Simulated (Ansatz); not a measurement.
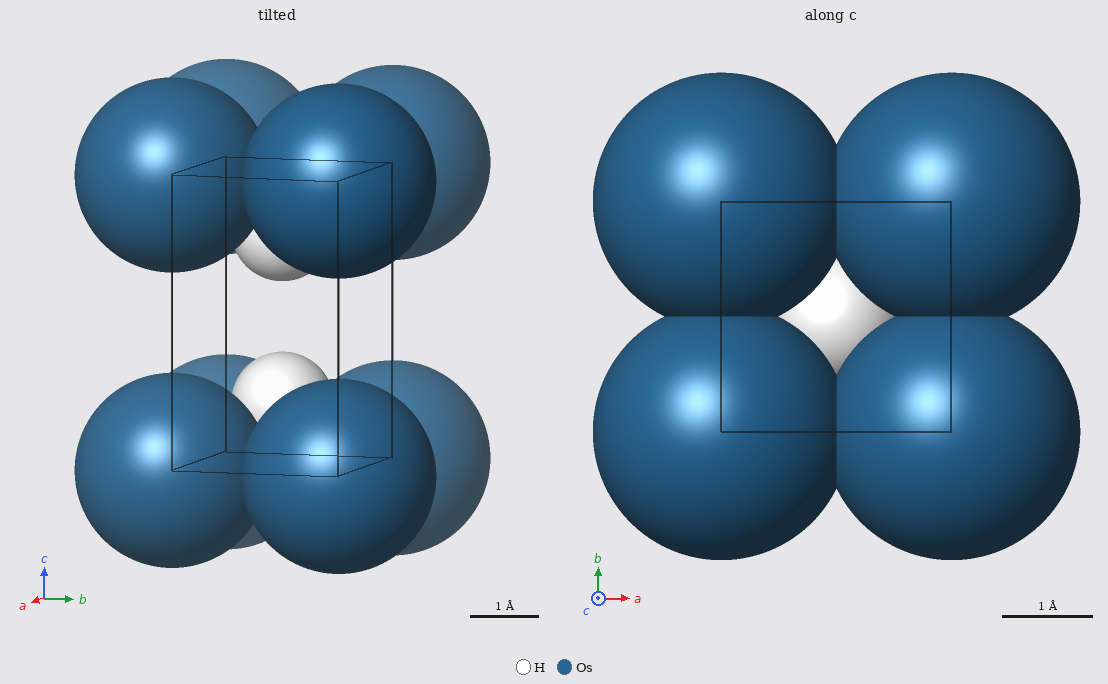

The structure above is drawn in space-filling style and viewed slightly off an axis and along the c axis. The parallelepiped is the conventional unit cell. Cell: a = 2.58 Å, b = 2.58 Å, c = 4.39 Å, α = 90.00°, β = 90.00°, γ = 90.00°.

The structure comes from a structure type filled with these elements by a generator (whether the compound takes this form wasn't checked). Earlier steps of the study may have refined or changed the cell and positions. An electronic-structure calculation with Ansatz was run on it.

### What is this?

Its composition is H$_{2}$Os. It takes space group P4/mmm (No. 123) on a primitive tetragonal lattice. In the cell are 2 H, 1 Os, which makes 1 formula unit. Each H atom is coordinated by four Os at about 2.0 Å. Each Os is bonded to eight H and four Os (about 2.0 Å to H, 2.6 Å to Os).

Calculation details: DFT PBE, scalar-relativistic, plane waves, PAW (Ansatz); E_cut = 420 eV, an 18×18×10 grid in reciprocal space, Gaussian smearing of 0.1 eV, no spin polarisation.

### What is the electronic character?

A metal: bands cross the Fermi level.

### Predict the Bader charges.

H -0.07 e; Os +0.14 e.

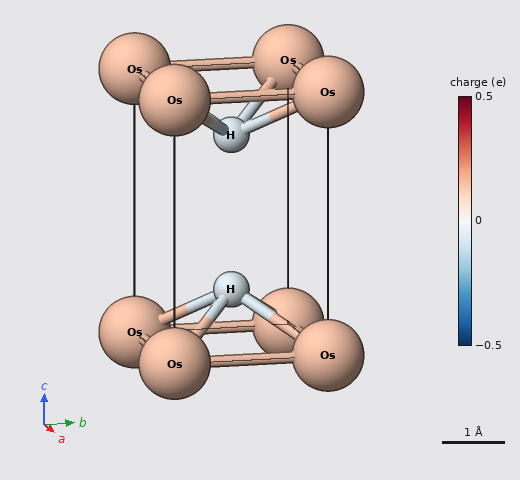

The atoms coloured by those charges. The run's cell of 3 atoms is drawn.

### Can this geometry be taken as optimised?

Yes. All forces vanish to within 0.01 eV/Å. The pressure is 0.0 GPa, close to zero.
